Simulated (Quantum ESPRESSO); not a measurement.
**Single-point calculation, with input and output: GaN (part 1 of 2)**

The run: single-point calculation of GaN (P6₃mc, 4 atoms in the cell). Method and program: Kohn-Sham DFT of a periodic cell, PBEsol, PseudoDojo 0.4 SR PBEsol stringent, no spin polarisation (Quantum ESPRESSO 7.5).

The structure derives from an entry of the Crystallography Open Database. The volume is scaled by 0.98.

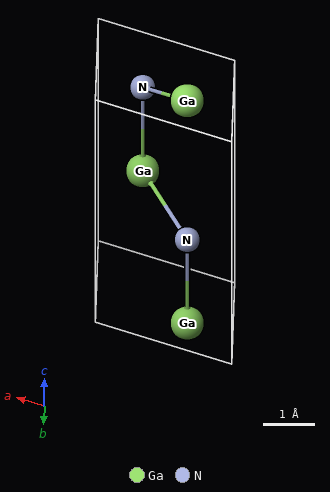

*The structure as given in the input (ball-and-stick view of the cell of the calculation, seen at an oblique angle). An atom can appear more than once, as a periodic image.*

Near neighbours in the periodic cell (some may lie outside the picture): Ga has 4 N at 1.92 to 1.93 Å; N has 4 Ga at 1.92 to 1.93 Å.

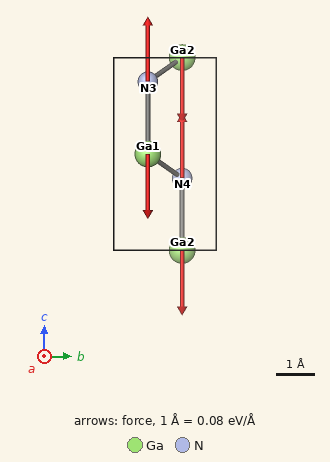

*Forces on the atoms as red arrows (ball-and-stick view of the cell of the calculation, along the a axis; atoms are numbered from 1 in the order of the input).*

The largest act on Ga1, Ga2 (0.14 eV/Å); N3, N4 (0.14 eV/Å). The geometry is not a stationary point of this energy.

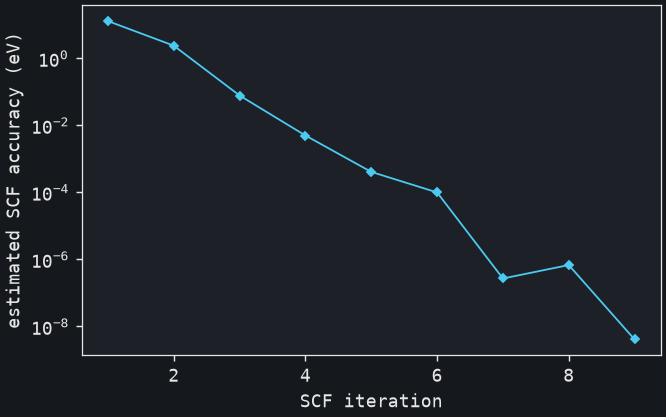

*Convergence of the self-consistent field: estimated SCF accuracy against the iteration.*

The field takes 9 iterations in all.

The input and output of the run follow.

The input:
```
&CONTROL
  calculation = 'scf'
  prefix = 'pwscf'
  outdir = './tmp'
  pseudo_dir = './pseudo'
  tprnfor = .true.
  tstress = .true.
  disk_io = 'nowf'
/
&SYSTEM
  ibrav = 0
  nat = 4
  ntyp = 2
  ecutwfc = 114
  nbnd = 36
  occupations = 'smearing'
  smearing = 'fd'
  degauss = 0.00367493
/
&ELECTRONS
  conv_thr = 8d-10
  electron_maxstep = 120
  mixing_beta = 0.5
/
ATOMIC_SPECIES
Ga    69.7230 Ga.upf
N     14.0070 N.upf
CELL_PARAMETERS angstrom
   3.1586570750    0.0000000000    0.0000000000
  -1.5793285375    2.7354772688    0.0000000000
   0.0000000000    0.0000000000    5.1313278144
ATOMIC_POSITIONS crystal
Ga     0.6666666667    0.3333333333    0.5000000000
Ga     0.3333333333    0.6666666667    0.0000000000
N      0.6666666667    0.3333333333    0.8750000000
N      0.3333333333    0.6666666667    0.3750000000
K_POINTS automatic
10 10 5 0 0 0
```

Launch command:
```bash
OMP_NUM_THREADS=1 pw.x -in pw.in > pw.out
```

Log:
```
This program is part of the open-source Quantum ESPRESSO suite
     for quantum simulation of materials; please cite
         "P. Giannozzi et al., J. Phys.:Condens. Matter 21 395502 (2009);
         "P. Giannozzi et al., J. Phys.:Condens. Matter 29 465901 (2017);
         "P. Giannozzi et al., J. Chem. Phys. 152 154105 (2020);
          URL
     in publications or presentations arising from this work. More details at

     Message from routine setup:
     using ibrav=0 with symmetry is DISCOURAGED, use correct ibrav instead

     G-vector sticks info
     --------------------
     sticks:   dense  smooth     PW     G-vecs:    dense   smooth      PW
     Sum        1123    1123    313                49199    49199    7475

     Using Slab Decomposition

     bravais-lattice index     =            0
     lattice parameter (alat)  =       5.9690  a.u.
     unit-cell volume          =     299.2002 (a.u.)^3
     number of atoms/cell      =            4
     number of atomic types    =            2
     number of electrons       =        52.00
     number of Kohn-Sham states=           36
     kinetic-energy cutoff     =     114.0000  Ry
     charge density cutoff     =     456.0000  Ry
     scf convergence threshold =      8.0E-10
     mixing beta               =       0.5000
     number of iterations used =            8  plain     mixing
     Exchange-correlation= PBESOL
                           (   1   4  10   8   0   0   0)

     celldm(1)=   5.968997  celldm(2)=   0.000000  celldm(3)=   0.000000
     celldm(4)=   0.000000  celldm(5)=   0.000000  celldm(6)=   0.000000

     crystal axes: (cart. coord. in units of alat)
               a(1) = (   1.000000   0.000000   0.000000 )
               a(2) = (  -0.500000   0.866025   0.000000 )
               a(3) = (   0.000000   0.000000   1.624528 )

     reciprocal axes: (cart. coord. in units 2 pi/alat)
               b(1) = (  1.000000  0.577350 -0.000000 )
               b(2) = (  0.000000  1.154701  0.000000 )
               b(3) = (  0.000000 -0.000000  0.615563 )

     PseudoPot. # 1 for Ga read from file:
     Ga.upf
     Pseudo is Norm-conserving + core correction, Zval = 21.0
     Generated using ONCVPSP code by D. R. Hamann
     Using radial grid of 1902 points,  6 beta functions with:
                l(1) =   0
                l(2) =   0
                l(3) =   1
                l(4) =   1
                l(5) =   2
                l(6) =   2

     PseudoPot. # 2 for N  read from file:
     N.upf
     Pseudo is Norm-conserving + core correction, Zval =  5.0
     Generated using ONCVPSP code by D. R. Hamann
     Using radial grid of 1058 points,  4 beta functions with:
                l(1) =   0
                l(2) =   0
                l(3) =   1
                l(4) =   1

     atomic species   valence    mass     pseudopotential
     Ga               21.00    69.72300     Ga( 1.00)
     N                 5.00    14.00700     N ( 1.00)

     12 Sym. Ops. (no inversion) found ( 6 have fractional translation)

   Cartesian axes

     site n.     atom                  positions (alat units)
         1        Ga     tau(   1) = (   0.5000000   0.2886751   0.8122642  )
         2        Ga     tau(   2) = (  -0.0000000   0.5773503   0.0000000  )
         3        N      tau(   3) = (   0.5000000   0.2886751   1.4214623  )
         4        N      tau(   4) = (  -0.0000000   0.5773503   0.6091981  )

     number of k points=    42  Fermi-Dirac smearing, width (Ry)=  0.0037
                       cart. coord. in units 2pi/alat
        k(    1) = (   0.0000000   0.0000000   0.0000000), wk =   0.0040000
        k(    2) = (   0.0000000   0.0000000   0.1231127), wk =   0.0080000
        k(    3) = (   0.0000000   0.0000000   0.2462253), wk =   0.0080000
        k(    4) = (   0.0000000   0.1154701   0.0000000), wk =   0.0240000
        k(    5) = (   0.0000000   0.1154701   0.1231127), wk =   0.0480000
        k(    6) = (   0.0000000   0.1154701   0.2462253), wk =   0.0480000
        k(    7) = (   0.0000000   0.2309401   0.0000000), wk =   0.0240000
        k(    8) = (   0.0000000   0.2309401   0.1231127), wk =   0.0480000
        k(    9) = (   0.0000000   0.2309401   0.2462253), wk =   0.0480000
        k(   10) = (   0.0000000   0.3464102   0.0000000), wk =   0.0240000
        k(   11) = (   0.0000000   0.3464102   0.1231127), wk =   0.0480000
        k(   12) = (   0.0000000   0.3464102   0.2462253), wk =   0.0480000
        k(   13) = (   0.0000000   0.4618802   0.0000000), wk =   0.0240000
        k(   14) = (   0.0000000   0.4618802   0.1231127), wk =   0.0480000
        k(   15) = (   0.0000000   0.4618802   0.2462253), wk =   0.0480000
        k(   16) = (   0.0000000  -0.5773503   0.0000000), wk =   0.0120000
        k(   17) = (   0.0000000  -0.5773503   0.1231127), wk =   0.0240000
        k(   18) = (   0.0000000  -0.5773503   0.2462253), wk =   0.0240000
        k(   19) = (   0.1000000   0.1732051   0.0000000), wk =   0.0240000
        k(   20) = (   0.1000000   0.1732051   0.1231127), wk =   0.0480000
        k(   21) = (   0.1000000   0.1732051   0.2462253), wk =   0.0480000
        k(   22) = (   0.1000000   0.2886751   0.0000000), wk =   0.0480000
        k(   23) = (   0.1000000   0.2886751   0.1231127), wk =   0.0960000
        k(   24) = (   0.1000000   0.2886751   0.2462253), wk =   0.0960000
        k(   25) = (   0.1000000   0.4041452   0.0000000), wk =   0.0480000
        k(   26) = (   0.1000000   0.4041452   0.1231127), wk =   0.0960000
        k(   27) = (   0.1000000   0.4041452   0.2462253), wk =   0.0960000
        k(   28) = (   0.1000000   0.5196152   0.0000000), wk =   0.0480000
        k(   29) = (   0.1000000   0.5196152   0.1231127), wk =   0.0960000
        k(   30) = (   0.1000000   0.5196152   0.2462253), wk =   0.0960000
        k(   31) = (   0.2000000   0.3464102   0.0000000), wk =   0.0240000
        k(   32) = (   0.2000000   0.3464102   0.1231127), wk =   0.0480000
        k(   33) = (   0.2000000   0.3464102   0.2462253), wk =   0.0480000
        k(   34) = (   0.2000000   0.4618802   0.0000000), wk =   0.0480000
        k(   35) = (   0.2000000   0.4618802   0.1231127), wk =   0.0960000
        k(   36) = (   0.2000000   0.4618802   0.2462253), wk =   0.0960000
        k(   37) = (   0.2000000   0.5773503   0.0000000), wk =   0.0240000
        k(   38) = (   0.2000000   0.5773503   0.1231127), wk =   0.0480000
        k(   39) = (   0.2000000   0.5773503   0.2462253), wk =   0.0480000
        k(   40) = (   0.3000000   0.5196152   0.0000000), wk =   0.0240000
        k(   41) = (   0.3000000   0.5196152   0.1231127), wk =   0.0480000
        k(   42) = (   0.3000000   0.5196152   0.2462253), wk =   0.0480000

     Dense  grid:    49199 G-vectors     FFT dimensions: (  45,  45,  72)

     Initial potential from superposition of free atoms

     starting charge      51.9951, renormalised to      52.0000
     Starting wfcs are   34 randomized atomic wfcs +    2 random wfcs

     Self-consistent Calculation

     iteration #  1     ecut=   114.00 Ry     beta= 0.50
     Davidson diagonalization with overlap
     ethr =  1.00E-02,  avg # of iterations =  4.0

     total energy              =   -1033.07689694 Ry
     estimated scf accuracy    <       0.96617224 Ry

     iteration #  2     ecut=   114.00 Ry     beta= 0.50
     Davidson diagonalization with overlap
     ethr =  1.86E-03,  avg # of iterations =  2.0

     total energy              =   -1033.35925981 Ry
     estimated scf accuracy    <       0.17726597 Ry

     iteration #  3     ecut=   114.00 Ry     beta= 0.50
     Davidson diagonalization with overlap
     ethr =  3.41E-04,  avg # of iterations =  2.0

     total energy              =   -1033.38896291 Ry
     estimated scf accuracy    <       0.00571276 Ry

     iteration #  4     ecut=   114.00 Ry     beta= 0.50
     Davidson diagonalization with overlap
     ethr =  1.10E-05,  avg # of iterations =  2.7

     total energy              =   -1033.38928399 Ry
     estimated scf accuracy    <       0.00036679 Ry

     iteration #  5     ecut=   114.00 Ry     beta= 0.50
     Davidson diagonalization with overlap
     ethr =  7.05E-07,  avg # of iterations =  2.2

     total energy              =   -1033.38937008 Ry
     estimated scf accuracy    <       0.00003018 Ry

     iteration #  6     ecut=   114.00 Ry     beta= 0.50
     Davidson diagonalization with overlap
     ethr =  5.80E-08,  avg # of iterations =  2.0

     total energy              =   -1033.38937412 Ry
     estimated scf accuracy    <       0.00000761 Ry

     iteration #  7     ecut=   114.00 Ry     beta= 0.50
     Davidson diagonalization with overlap
     ethr =  1.46E-08,  avg # of iterations =  2.0

     total energy              =   -1033.38937518 Ry
     estimated scf accuracy    <       0.00000002 Ry

     iteration #  8     ecut=   114.00 Ry     beta= 0.50
     Davidson diagonalization with overlap
     ethr =  3.94E-11,  avg # of iterations =  3.0

     total energy              =   -1033.38937519 Ry
     estimated scf accuracy    <       0.00000005 Ry

     iteration #  9     ecut=   114.00 Ry     beta= 0.50
     Davidson diagonalization with overlap
     ethr =  3.94E-11,  avg # of iterations =  2.0

     End of self-consistent calculation

          k = 0.0000 0.0000 0.0000 (  6159 PWs)   bands (ev):

  -129.6242-129.6241 -80.5423 -80.5421 -80.5421 -80.5417 -80.5417 -80.5405
    -4.1401  -3.1293  -1.4648  -1.4420  -1.4420  -1.3742  -1.3742  -1.1717
    -1.1717  -1.0627  -1.0627   0.2340   4.7366  10.9806  10.9806  12.0134
    12.0766  12.0766  14.1546  16.4623  21.3468  22.0601  22.0601  23.0087
    23.9508  23.9508  26.6246  27.7861

          k = 0.0000 0.0000 0.1231 (  6141 PWs)   bands (ev):

  -129.6242-129.6241 -80.5421 -80.5420 -80.5420 -80.5418 -80.5418 -80.5406
    -4.0160  -3.1810  -1.4398  -1.4398  -1.4336  -1.3846  -1.3846  -1.1574
    -1.1574  -1.0695  -1.0695  -0.1937   5.5033  10.9488  11.0805  11.0805
    11.9673  11.9673  15.0178  16.5377  21.0807  22.1012  22.1062  22.1062
    23.5772  23.5772  27.0488  28.3352

          k = 0.0000 0.0000 0.2462 (  6153 PWs)   bands (ev):

  -129.6242-129.6241 -80.5419 -80.5419 -80.5418 -80.5418 -80.5416 -80.5411
    -3.7022  -3.3708  -1.4292  -1.4292  -1.4079  -1.4079  -1.2848  -1.1243
    -1.1243  -1.0910  -1.0910  -0.8755   7.1856   9.1197  11.3468  11.3468
    11.6856  11.6856  16.1250  16.5974  20.6469  20.9081  22.3473  22.3473
    22.8819  22.8819  27.9013  29.0215

          k = 0.0000 0.1155 0.0000 (  6161 PWs)   bands (ev):

  -129.6242-129.6241 -80.5422 -80.5422 -80.5421 -80.5419 -80.5418 -80.5405
    -4.0362  -3.1028  -1.4519  -1.4270  -1.4139  -1.3625  -1.3532  -1.1808
    -1.1727  -1.0813  -1.0602   0.3074   4.8846  10.2465  10.7657  11.2549
    11.9091  11.9862  14.8983  17.0687  21.0162  21.4164  22.3237  23.0933
    23.5219  24.1683  25.7706  27.2679

          k = 0.0000 0.1155 0.1231 (  6127 PWs)   bands (ev):

  -129.6242-129.6241 -80.5422 -80.5421 -80.5420 -80.5419 -80.5418 -80.5406
    -3.9176  -3.1480  -1.4389  -1.4238  -1.3970  -1.3711  -1.3638  -1.1609
    -1.1585  -1.0918  -1.0679  -0.1082   5.6201  10.3474  10.5910  10.8746
    11.6846  11.8613  15.4967  17.1315  20.7093  21.3393  22.2615  22.3737
    23.2987  23.8113  26.6755  27.8962

          k = 0.0000 0.1155 0.2462 (  6135 PWs)   bands (ev):

  -129.6242-129.6241 -80.5421 -80.5420 -80.5420 -80.5419 -80.5416 -80.5411
    -3.6215  -3.3171  -1.4200  -1.4111  -1.3978  -1.3881  -1.2738  -1.1361
    -1.1253  -1.0909  -1.0908  -0.7737   7.2251   9.0111  10.7445  11.1667
    11.2308  11.5431  16.5228  17.1210  20.2246  20.5581  22.1758  22.6208
    22.7742  23.1461  27.9398  29.0930

          k = 0.0000 0.2309 0.0000 (  6147 PWs)   bands (ev):

  -129.6242-129.6241 -80.5425 -80.5422 -80.5422 -80.5421 -80.5418 -80.5406
    -3.7644  -3.0433  -1.4175  -1.3943  -1.3448  -1.2979  -1.2843  -1.2034
    -1.1662  -1.1124  -1.0546   0.5059   5.3051   8.7145   9.8865  10.2669
    11.5702  11.7314  16.0118  17.9967  19.9160  20.8536  22.4829  22.7992
    23.6818  24.6240  24.8646  27.2651

          k = 0.0000 0.2309 0.1231 (  6148 PWs)   bands (ev):

  -129.6242-129.6241 -80.5425 -80.5422 -80.5422 -80.5419 -80.5419 -80.5407
    -3.6635  -3.0727  -1.4145  -1.3874  -1.3547  -1.3093  -1.2758  -1.1743
    -1.1540  -1.1047  -1.0638   0.1261   5.9175   8.8898   9.4899  10.3931
    11.3763  11.5748  16.2510  18.0663  19.7727  20.6006  22.1984  22.8982
    23.1449  24.3548  25.6775  27.8268

          k = 0.0000 0.2309 0.2462 (  6138 PWs)   bands (ev):

  -129.6241-129.6241 -80.5425 -80.5424 -80.5421 -80.5420 -80.5415 -80.5410
    -3.4212  -3.1905  -1.3976  -1.3737  -1.3668  -1.3369  -1.2412  -1.1888
    -1.1237  -1.0894  -0.9511  -0.5257   7.1864   8.4073   9.6581  10.6119
    10.7349  11.1844  16.9823  17.8404  19.5920  20.1139  21.9912  22.6179
    23.2288  23.7747  26.9997  28.4848

          k = 0.0000 0.3464 0.0000 (  6150 PWs)   bands (ev):

  -129.6241-129.6241 -80.5429 -80.5426 -80.5423 -80.5419 -80.5419 -80.5407
    -3.4459  -2.9890  -1.3932  -1.3713  -1.2973  -1.2305  -1.2166  -1.1768
    -1.1359  -1.0475  -0.9351   0.7524   5.8526   7.2604   8.5170   9.7316
    10.9691  11.4093  16.8597  17.9994  19.0479  20.6186  22.4704  22.8364
    23.5715  25.3048  25.3164  28.5056

          k = 0.0000 0.3464 0.1231 (  6163 PWs)   bands (ev):
```
